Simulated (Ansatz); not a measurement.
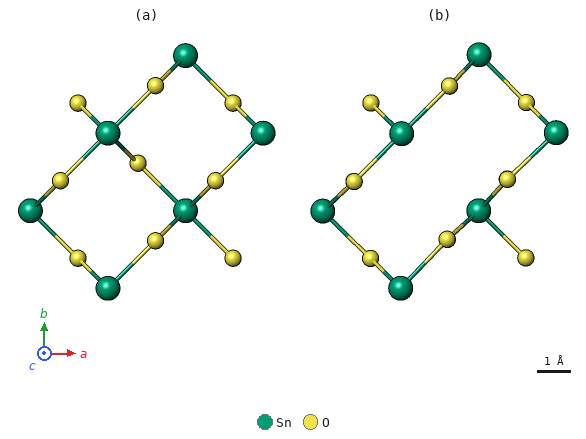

Left: perfect SnO₂. Right: the same region with one point defect, after relaxing the atoms in a supercell of 72 sites. The picture is a ball-and-stick view of the atoms within 4.6 Å of one point, in a slice 4.2 Å thick across the line of sight, seen along the c axis.

The calculation used Ansatz 0.2.0, DFT, PBEsol, PAW, plane waves. Settings: plane-wave cutoff 420 eV; k-point mesh 1 × 1 × 1; mesh shifted by (0.25, 0.25, 0.25); no spin polarisation. Fermi-Dirac smearing of 0.01 eV. The axes drawn are those of the host's conventional cell.

Question: What kind of defect was made?

Answer: An oxygen atom is taken out (a vacancy).

The charge state of the cell is 0.

Question: What does the relaxation do around it?

Answer: Around the empty O site the host had 3 Sn at 2.07 Å; after relaxation the nearest atoms are 3 Sn at 2.04 to 2.07 Å. Of the host's atoms, an oxygen atom moves furthest from its site, by 0.06 Å.
